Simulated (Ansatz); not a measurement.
## Run report: Ga17N15, geometry relaxation (part 3 of 3)

Ga17N15 (defect cell, 32 atoms in the cell); DFT PBE, scalar-relativistic, plane waves, PAW, no spin polarisation (Ansatz 0.2.0); cutoff 420 eV, 2×2×2 k-mesh, Gaussian smearing of 0.01 eV. The structure derives from a Materials Project entry. It belongs to a series of runs on one base structure; here: Ga on a N site (c), charge +0, atoms relaxed at the host's cell.

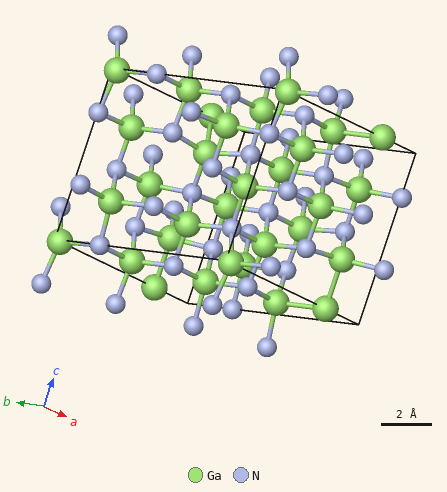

The geometry at step 5 of the log (ball-and-stick view of the cell of the calculation, seen at an oblique angle; bonded neighbours outside the cell are drawn too).

**Trajectory as extended XYZ, continued**
```
32
Lattice="4.5485 4.5485 4.5485 -4.5485 4.5485 -4.5485 -4.5485 -4.5485 4.5485" Properties=species:S:1:pos:R:3:forces:R:3 step=5 energy=-70078.80499
Ga   -4.3773    2.1030    2.1030   -0.0006   0.0006   0.0006
Ga   -0.0363    4.5633   -0.0363   -0.0015   0.0031  -0.0015
Ga   -2.2890    2.3106    4.5122   -0.0031   0.0015  -0.0015
Ga    0.0148    2.3106    2.3106    0.0031   0.0015   0.0015
Ga    2.1030    4.7197    2.1030    0.0006  -0.0006   0.0006
Ga   -4.5848   -2.2890    2.3106   -0.0015  -0.0031   0.0015
Ga   -0.0363   -0.0363    4.5633   -0.0015  -0.0015   0.0031
Ga    2.1030    2.1030    4.7197    0.0006   0.0006  -0.0006
Ga    0.1712    0.1712    0.1712   -0.0006  -0.0006  -0.0006
Ga   -2.2379   -2.2379    4.5633    0.0015   0.0015   0.0031
Ga   -2.2890    4.5122    2.3106   -0.0031  -0.0015   0.0015
Ga   -4.5848    2.3106   -2.2890   -0.0015   0.0015  -0.0031
Ga   -2.2379    4.5633   -2.2379    0.0015   0.0031   0.0015
Ga   -4.5337   -0.0363   -0.0363    0.0031  -0.0015  -0.0015
Ga   -2.2379    2.2595   -0.0363    0.0015  -0.0031  -0.0015
Ga   -2.2379   -0.0363    2.2595    0.0015  -0.0015  -0.0031
Ga    3.4114    3.4114    3.4114    0.0000   0.0000   0.0000
N    -1.1386    5.6234    1.1993    0.0011   0.0006  -0.0006
N    -3.3492    3.4129   -3.3492   -0.0006  -0.0011  -0.0006
N    -1.1371    3.4114    3.4114    0.0000   0.0000   0.0000
N    -3.4736    1.1993   -1.1386    0.0006  -0.0006   0.0011
N    -1.1371    3.4114   -1.1371    0.0000   0.0000   0.0000
N    -1.1386    1.1993    5.6234    0.0011  -0.0006   0.0006
N    -3.4736   -1.1386    1.1993    0.0006   0.0011  -0.0006
N    -1.1356    1.1993    1.1993   -0.0011  -0.0006  -0.0006
N     1.0749    3.4129    1.0749    0.0006  -0.0011   0.0006
N    -3.3492   -3.3492    3.4129   -0.0006  -0.0006  -0.0011
N    -1.1371   -1.1371    3.4114    0.0000   0.0000   0.0000
N     1.0749    1.0749    3.4129    0.0006   0.0006  -0.0011
N    -5.6841    1.0749    1.0749   -0.0011   0.0006   0.0006
N    -3.3492    3.4098    1.0749   -0.0006   0.0011   0.0006
N    -3.3492    1.0749    3.4098   -0.0006   0.0006   0.0011
```

**Summary**

| quantity | value |
| --- | --- |
| outcome | converged |
| electrons treated | 296 |
| free energy | −70078.8050 eV |
| Fermi energy | 11.077 eV |
| gap on the k-point mesh | none (metallic) |
| final volume | 376.41 Å³ |
| largest force (length of the vector) at the end | 0.004 eV/Å |
| wall time | 17 s (CPU time 62 s) |
| peak memory | 1 GiB |

**Remarks**

The k-point mesh is coarse for a cell of this size, so the results may not be converged.
